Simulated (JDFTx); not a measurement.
# C: 7 runs along one coordinate

System: C (2 atoms in the cell).
Method: Kohn-Sham DFT of a periodic cell, LDA, PseudoDojo-SR-LDA-0.4.1-standard, no spin polarisation (JDFTx 1.7.0 (patched build)).

The 7 runs differ only in the geometry, by an even scaling of the cell at fixed fractional positions. The structure derives from an entry of the Crystallography Open Database.

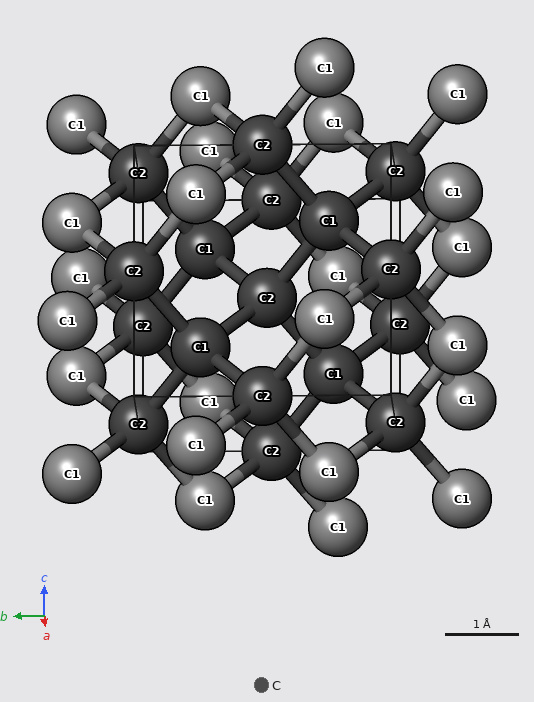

Figure 1. The structure of run 4 (ball-and-stick view of the cell 4 times as large as that of the calculation, set on its symmetry axes, seen at an oblique angle; neighbours outside the cell are drawn fainter; atoms are numbered from 1 in the order of the input). An atom can appear more than once, as a periodic image.

## Input of run 4
```
lattice \
    0.0000000000     3.3700808789     3.3700808789 \
    3.3700808789     0.0000000000     3.3700808789 \
    3.3700808789     3.3700808789     0.0000000000
coords-type Lattice
ion C      0.7500000000     0.7500000000     0.7500000000 1
ion C      0.5000000000     0.5000000000     0.5000000000 1

ion-species pseudo/C.upf
elec-cutoff 41 328
elec-ex-corr lda-PW
kpoint-folding 13 13 13
elec-smearing Gauss 0.00091873305
elec-n-bands 9
electronic-SCF nIterations 100 energyDiffThreshold 1e-09
electronic-minimize nIterations 30 energyDiffThreshold 1e-7
forces-output-coords Cartesian

dump-name run.$VAR
dump End Ecomponents EigStats BandEigs Kpoints Forces Stress
```

Command:
```bash
jdftx -c 1 -i C.in -o C.out
```

Run 5 differs from it as follows:
```diff
-    0.0000000000     3.3700808789     3.3700808789 \
-    3.3700808789     0.0000000000     3.3700808789 \
-    3.3700808789     3.3700808789     0.0000000000
+    0.0000000000     3.3923999456     3.3923999456 \
+    3.3923999456     0.0000000000     3.3923999456 \
+    3.3923999456     3.3923999456     0.0000000000
```

## Results, with one run withheld

```tsv
run	volume per atom (Å³)	free energy per atom, from the lowest run given (meV)	pressure (GPa)	gap on the mesh (eV)
1	5.332	11.29	18.36	4.31
2	5.445	2.01	7.58	4.25
3	5.558	0.00	−2.22	4.20
4	5.672	4.62	−11.13	4.15
5	5.785	?	?	?
6	5.899	31.37	−26.59	4.06
7	6.012	52.46	−33.29	4.01
```

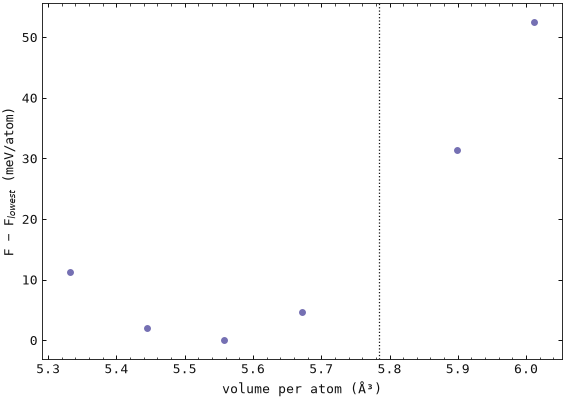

Figure 2. Free energy per atom of the runs given; the dotted line marks run 5.

Estimate the energy of run 5 from the others.

A cubic polynomial in V^(−2/3) (the Birch–Murnaghan form), fitted to the 6 runs given, misses them by at most 0.02 meV per atom. With x = V^(−2/3) − 0.31544 Å⁻², it reads F = 2.9109 − 1474.6 x + 1.7848e+05 x² − 1.2338e+05 x³ (meV per atom). At run 5 it gives 15.18 meV per atom, and the run itself gives 15.26. The slope of the fit gives a pressure −dF/dV of −18.99 GPa there, and the run prints −19.23 GPa. The two needn't agree exactly: the fit is approximate, and the printed stress is taken on a finite basis. The fit has its minimum at 5.535 Å³ per atom, where V d²F/dV² gives 465 GPa: the bulk modulus at this level, since symmetry fixes the shape and the positions. The gap on the mesh goes, without turning, from 4.31 eV in run 1 to 4.01 eV in run 7; run 5 has 4.10 eV. These are gaps of this functional on this mesh, which can miss the band edges; they aren't the measured gap.

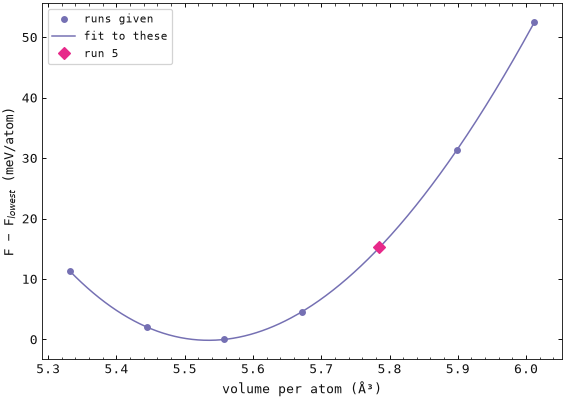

Figure 3. The fit and the withheld run.

## Some lines of the output (run 5)
```
[...]
unit cell volume = 78.082
     Etot =      -11.5114305268766994
        F =      -11.5114305268766994
	HOMO-LUMO gap: +0.150763
	Optical gap  : +0.202248 at state 0 ( [ +0.000000 +0.000000 +0.000000 ] spin 0 )
```
